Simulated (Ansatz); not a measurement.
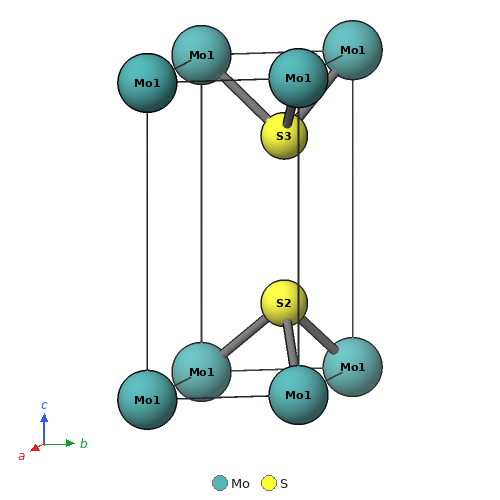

The system is MoS2 (P-6m2, No. 187; 3 atoms in the cell); the picture shows the reference structure. The energy is mapped over a free internal coordinate and the cell. Coordinates scanned: (1) shift of S2 along [0 0 1] of the conventional cell, Cartesian (0 0 1), its symmetry partners moved as symmetry demands (measured in the relaxed cell); (2) c/a of the conventional cell at fixed volume. Nothing is relaxed (all other coordinates fixed). The scan uses a 7 × 7 grid. Points are written as (first, second). Energies: meV/atom, counted from the lowest grid point. The band gap closes in part of the range. Method: DFT PBE+D3(BJ), scalar-relativistic, plane waves, PAW (Ansatz 0.2.0). Settings: cutoff 420 eV, k-mesh 12×12×4 in the order of the run's cell vectors, gaussian smearing 0.05 eV, no spin polarisation.

Its coordinates:

```
CELL_PARAMETERS angstrom
3.14944 0.00000 0.00000
-1.57472 2.72749 0.00000
0.00000 0.00000 6.64483
ATOMIC_POSITIONS crystal
Mo 0.00000 0.00000 0.00000
S 0.33333 0.66667 0.23579
S 0.33333 0.66667 0.76421
```

Range: shift of S2 along [0 0 1] of the conventional cell, Cartesian (0 0 1), its symmetry partners moved as symmetry demands (measured in the relaxed cell) from −0.250 to 0.250 Å; c/a of the conventional cell at fixed volume from 1.941 to 2.279.

Question: What landscape does the calculation give?

Answer: The lowest grid point is at (0.000 Å, 2.110). No other kind of well shows on this grid. The highest grid point, (−0.250 Å, 1.941), lies 671 meV/atom above the lowest.

```csv
"second ↓, first →",−0.250,−0.167,−0.083,0.000,0.083,0.167,0.250
2.279,378,138,34,41,135,298,512
2.222,412,153,30,19,96,244,446
2.166,453,177,35,5,65,197,388
2.110,500,209,49,0,43,160,338
2.054,553,250,72,5,31,133,298
1.997,611,299,105,20,29,116,269
1.941,671,354,148,47,39,111,252
```

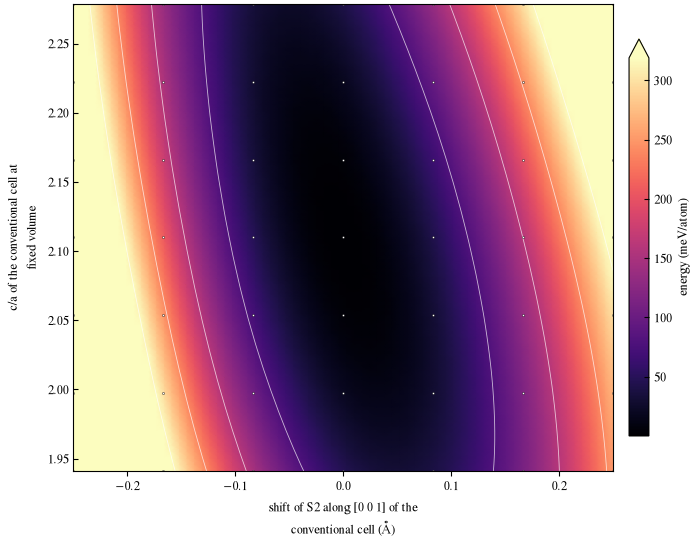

The picture shows a smooth colour map with a few white contour lines, dots at the grid points, one colour for all values above the top of the scale. Between grid points the surface is interpolated.

The whole map (49 points run) took 4.1 min on 1 thread of AMD EPYC 7R43 64-Core Processor (Zen 3) (shared host).
